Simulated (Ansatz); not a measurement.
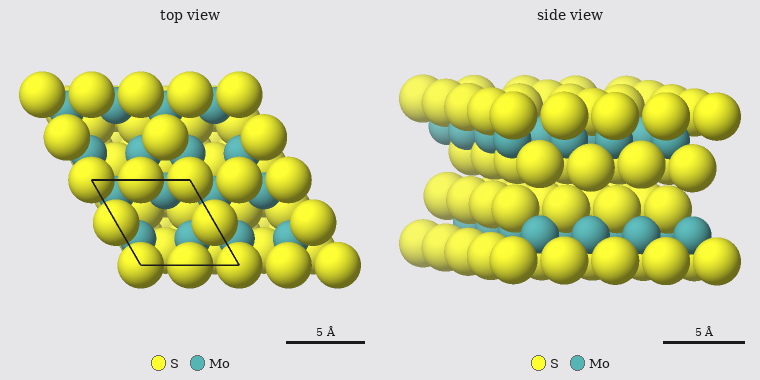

MoS2(001) (R-3m bulk, 6 atomic planes (those closer than 0.6 Å count as one), 9 Å, S-terminated) with one S vacancy in a 2 × 2 cell, seen from above and from the side.

Method: Ansatz 0.2.0, DFT PBE+D3(BJ), scalar-relativistic, plane waves, PAW. Cutoff 420 eV, 12 × 12 k-points, Gaussian smearing 0.05 eV, dipole correction. The slab is a cut without reconstruction beyond its cell, at the source's lattice constants, with its lower half held fixed and the rest relaxed. The defects repeat every 6.3 Å and interact, so states at the Fermi level and the work function belong to this dense array. No spin polarisation (the relaxation was started with spin and lost its moment; a magnetic state may still lie lower). The run warns that the functional's potential is rough in the thin density of the vacuum, where the tip is; weak contrasts and barriers may feel it.

Images follow the Tersoff–Hamann model: the current is the local density of the sample's states between the Fermi level and the bias, at the tip's centre. Bias windows are sharp sums over the levels of the k mesh.

Input

```yaml
crystal:
  lattice:
    - [6.34200298, 0.0, 0.0]
    - [-3.1710015, 5.4923357, 0.0]
    - [0.0, 0.0, 29.1725001791]
  atoms:
    - { symbol: S, position: [0.0, 0.0, 0.342788583] }
    - { symbol: S, position: [-1.0e-10, 0.4999999994, 0.342788583] }
    - { symbol: S, position: [0.5000000006, 5.0e-10, 0.342788583] }
    - { symbol: S, position: [0.5000000005, 0.4999999999, 0.342788583] }
    - { symbol: Mo, position: [0.3333333337, 0.1666666668, 0.3951923918] }
    - { symbol: Mo, position: [0.3333333336, 0.6666666662, 0.3951923918] }
    - { symbol: Mo, position: [0.8333333344, 0.1666666673, 0.3951923918] }
    - { symbol: Mo, position: [0.8333333342, 0.6666666667, 0.3951923918] }
    - { symbol: S, position: [0.1666666668, 0.3333333331, 0.4475961912] }
    - { symbol: S, position: [0.1666666667, 0.8333333324, 0.4475961912] }
    - { symbol: S, position: [0.6666666674, 0.3333333336, 0.4475961912] }
    - { symbol: S, position: [0.6666666673, 0.833333333, 0.4475961912] }
    - { symbol: S, position: [0.3365809267, 0.1731618527, 0.5460947314] }
    - { symbol: S, position: [0.3365809266, 0.6634190732, 0.5460947314] }
    - { symbol: S, position: [0.8333333344, 0.1666666673, 0.5391120005] }
    - { symbol: S, position: [0.8268381483, 0.6634190737, 0.5460947314] }
    - { symbol: Mo, position: [0.1271506209, 0.3135753101, 0.5962911776] }
    - { symbol: Mo, position: [0.1666666667, 0.8333333324, 0.5974119884] }
    - { symbol: Mo, position: [0.6864246904, 0.3135753107, 0.5962911776] }
    - { symbol: Mo, position: [0.6864246903, 0.8728493788, 0.5962911776] }
    - { symbol: S, position: [-0.0002108684, 0.0002108684, 0.6528027518] }
    - { symbol: S, position: [-0.0002108685, 0.4995782626, 0.6528027518] }
    - { symbol: S, position: [0.5004217374, 0.0002108689, 0.6528027518] }
basis:
  ecutwfc: 420.0
  fft_grid_basis: typed
kpoints:
  mp_grid: { grid: [12, 12, 1] }
hamiltonian:
  xc: pbe
  dispersion: d3bj
  pseudopotentials: { kind: paw }
scf:
  occupations: { method: gaussian, width: 0.05 }
output:
  forces: true
  eigenvalues: true
  band_densities:
    - { e_range: [-2.0, -1.0] }
    - { e_range: [-1.0, -0.5] }
    - { e_range: [-0.5, -0.25] }
    - { e_range: [-0.25, 0.0] }
    - { e_range: [0.0, 0.25] }
    - { e_range: [0.25, 0.5] }
    - { e_range: [0.5, 1.0] }
    - { e_range: [1.0, 1.5] }
  band_residual_tolerance: 1.0e-05
  write_potential: true
  elf: true
  write_density: true
  volumetric_format: npy
efield:
  axis: 3
  dipole_correction: true
  ramp_width: 0.04
checkpoint:
  read: start.run
  write: ck
  compress: false
  write_wavefunctions: false
  write_every: 100000
```

Launched as:

```sh
ansatz run input.yaml --threads 4 --pin off --max-ram 8847MiB --backend cpu --events-out ev --progress --plain --runs-dir out
```

Run time of this step alone (it restarts from the relaxed density): 2.1 min on 4 threads of Arm Neoverse V2, on a shared host, peak memory 3.7 GiB.

Q: What does a constant-height image 3.0 Å above the topmost atom show at −2.00 V?

A: The brightest spots lie over the top S atoms; the darkest points are over the vacancy. The brightest point carries 10 times the current of the darkest.

Q: What does a constant-height image 5.0 Å above the topmost atom show at +1.00 V?

A: The brightest spots lie over points 1.7 Å to the side of the top S atoms, with weaker maxima over the sites above the Mo atoms 1.6 Å below the top plane away from the vacancy; the darkest points are over the vacancy. The brightest point carries 3.1 times the current of the darkest.

The computed images, with the atoms seen from above drawn over one corner (deeper ones smaller):

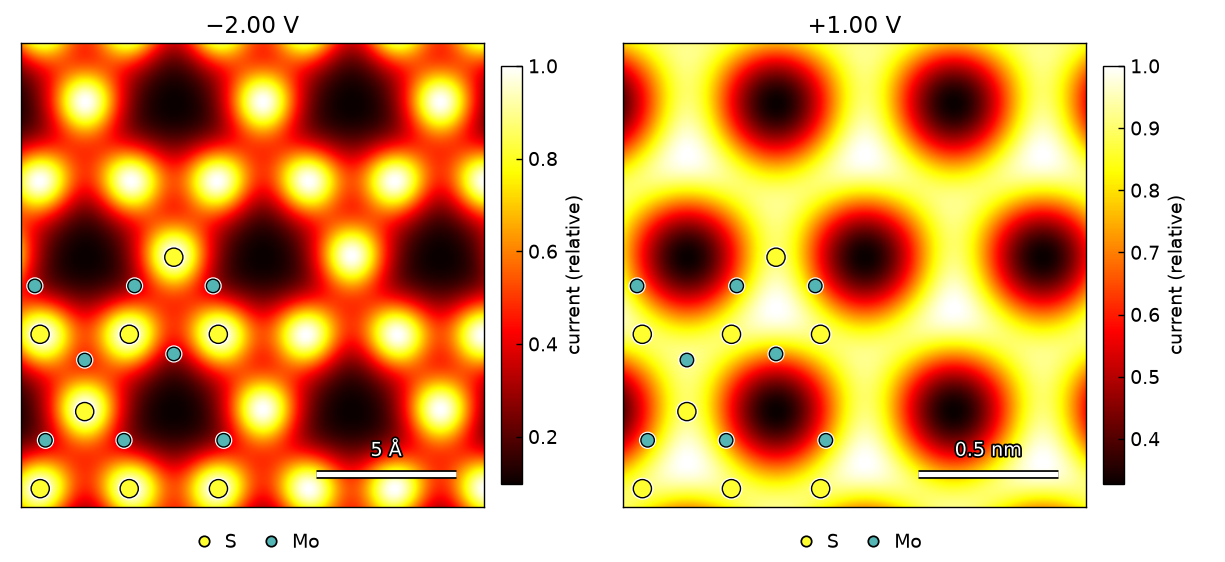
